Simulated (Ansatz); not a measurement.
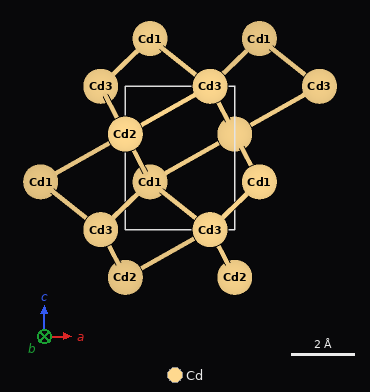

A crystal of Cd (built on the trigonal selenium_152 type) (coarse preliminary run), before the relaxation. Style: ball-and-stick. Shown: the cell of the calculation, along the b axis.

Case: trigonal selenium type (P3_121, No. 152).

The calculation used DFT PBEsol, scalar-relativistic, plane waves, PAW (Ansatz 0.2.0).

Input
```yaml
crystal:
  lattice:
    - [4.067428323, 0.0, 0.0]
    - [-2.0337141616, 3.5224962558, 0.0]
    - [0.0, 0.0, 4.6146335891]
  atoms:
    - { symbol: Cd, position: [0.2254, 0.0, 0.3333333333] }
    - { symbol: Cd, position: [0.0, 0.2254, 0.6666666667] }
    - { symbol: Cd, position: [0.7746, 0.7746, 0.0] }
basis:
  ecutwfc: 420
kpoints:
  mp_grid: { grid: [6, 6, 4] }
hamiltonian:
  xc: pbesol
scf:
  occupations: { method: gaussian, width: 0.1 }
  lower_state_search: "off"
output:
  forces: true
  stress: true
  eigenvalues: true
relax:
  adjacent_minimum: "off"
  f_tol: 0.04
  max_steps: 70
  cell: { stress_tol: 0.4 }
```

Where does the relaxation end?

Answer. Over 8 accepted moves (10 points after the start) the energy falls by 1502 meV per atom. The largest force component goes from 8.8 to 0.0019 eV/Å. Pressure: 35.43 GPa at the start and 0.00 GPa at the end. The line search rejected the trial step at point 8 of the run. The SCF was repeated once at an unchanged geometry on a basis and grid sized afresh for the cell, which shifted the energy by 2.9 meV per atom at most. The largest moves relative to the cell, 0.49 Å, are those of Cd1, Cd2 and Cd3. Cd3 goes along [−1 −1 0]. The volume changes by +2.9 %, with a = b 4.067 → 4.551 Å (+11.9 %), c 4.615 → 3.793 Å (−17.8 %). Among the contacts that change: Cd1–Cd2 2.211 → 2.916 Å, Cd1–Cd2 (another image) 3.201 → 2.916 Å. Among the angles between lasting bonds that change: Cd2–Cd1–Cd3 103.1° → 77.4°, Cd2–Cd1–Cd3 156.3° → 180.0°, Cd2–Cd1–Cd2 78.9° → 102.6°. The space group (tolerance 0.01 Å) goes from P3_121 (No. 152) to R-3m (No. 166). The run took of the order of 50 core-seconds on a shared host.

Final geometry:

```
CELL_PARAMETERS angstrom
4.55095 0.00000 0.00000
-2.27548 3.94124 0.00000
0.00000 0.00000 3.79330
ATOMIC_POSITIONS crystal
Cd 0.33341 0.00000 0.33333
Cd 0.00000 0.33341 0.66667
Cd 0.66659 0.66659 0.00000
```

The end point in the same view:

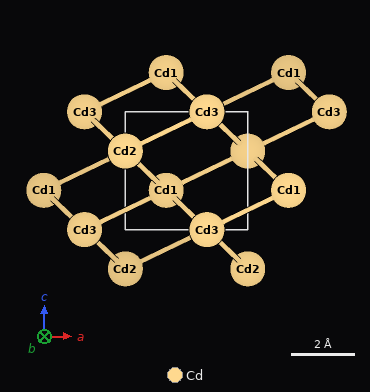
